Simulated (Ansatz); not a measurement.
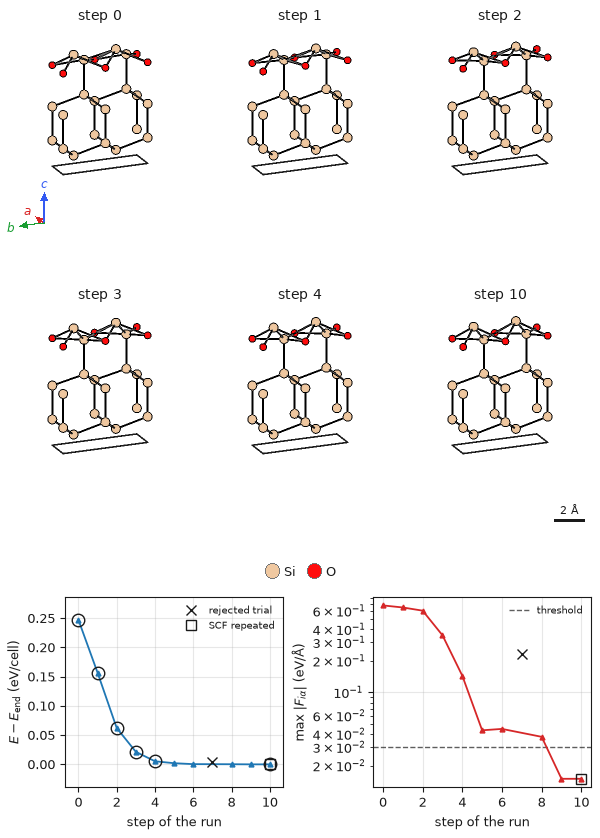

Frames of a constrained relaxation of a slab of composition Si6O (cut from the Fd-3m phase), marked on the history of the run. A ball-and-stick model of the 1 × 2 repeat of the cell, outlined in the plane, without the vacuum, seen from a free direction.

Case: O put at a hollow Si-Si site. The slab is the (1 1 1) face of Si with O on it. 3 atoms are held fixed.

Theory: DFT PBEsol, scalar-relativistic, plane waves, PAW in Ansatz. (plane-wave cutoff 420 eV; k-point mesh 9 × 9 × 1; occupations gaussian; smearing width 0.05 eV; collinear spin; dipole correction; atoms relaxed in a fixed cell; force threshold 0.03 eV/Å; at most 70 steps)

Q: Describe the path.

A: A Si atom moves most: 0.49 Å along the normal (+c). By element the largest moves are Si 0.49 Å, O 0.38 Å. The cell doesn't change. Some distances before and after: Si–Si 2.318 → 2.527 Å, O–Si 2.425 → 2.468 Å, Si–Si 2.412 → 2.371 Å, O–Si 2.239 → 2.222 Å. Bond angles that change, for instance: Si–Si–Si 111.9° → 98.9°. The energy falls by 0.247 eV per cell of the calculation in 8 accepted moves (10 points after the start). The largest force component goes from 0.68 to 0.015 eV/Å. The line search rejected the trial step at point 7 of the run. 1 step only repeated the SCF at the same geometry. Cost: 3.1 min on 1 thread of Intel(R) Xeon(R) 6975P-C (Granite Rapids), on a shared host, peak memory 0.66 GiB. From step 0 to 1: the O atom moves most (0.14 Å), energy −90.4 meV per cell of the calculation. From step 1 to 2: the O atom moves most (0.19 Å), energy −94.6 meV per cell of the calculation. From step 2 to 3: a Si atom moves most (0.20 Å), energy −40.8 meV per cell of the calculation. From step 3 to 4: a Si atom moves most (0.07 Å), energy −16.1 meV per cell of the calculation. From step 4 to 10: a Si atom moves most (0.06 Å), energy −5.3 meV per cell of the calculation.

```json
{"step": "0", "E − E(0), meV/atom": "0.00", "largest force component, eV/Å": "0.6773", "note": ""}
{"step": "1", "E − E(0), meV/atom": "-12.92", "largest force component, eV/Å": "0.6474", "note": ""}
{"step": "2", "E − E(0), meV/atom": "-26.43", "largest force component, eV/Å": "0.6035", "note": ""}
{"step": "3", "E − E(0), meV/atom": "-32.25", "largest force component, eV/Å": "0.3512", "note": ""}
{"step": "4", "E − E(0), meV/atom": "-34.56", "largest force component, eV/Å": "0.1442", "note": ""}
{"step": "5", "E − E(0), meV/atom": "-35.03", "largest force component, eV/Å": "0.0434", "note": ""}
{"step": "6", "E − E(0), meV/atom": "-35.26", "largest force component, eV/Å": "0.0448", "note": ""}
{"step": "7", "E − E(0), meV/atom": "-34.70", "largest force component, eV/Å": "0.2325", "note": "rejected"}
{"step": "8", "E − E(0), meV/atom": "-35.28", "largest force component, eV/Å": "0.0376", "note": ""}
{"step": "9", "E − E(0), meV/atom": "-35.31", "largest force component, eV/Å": "0.0150", "note": ""}
{"step": "10", "E − E(0), meV/atom": "-35.31", "largest force component, eV/Å": "0.0150", "note": "same geometry, SCF repeated"}
```

Limits of the set-up: the periodic images lie only 3.8 Å apart, so the values are limited by the cell's size.
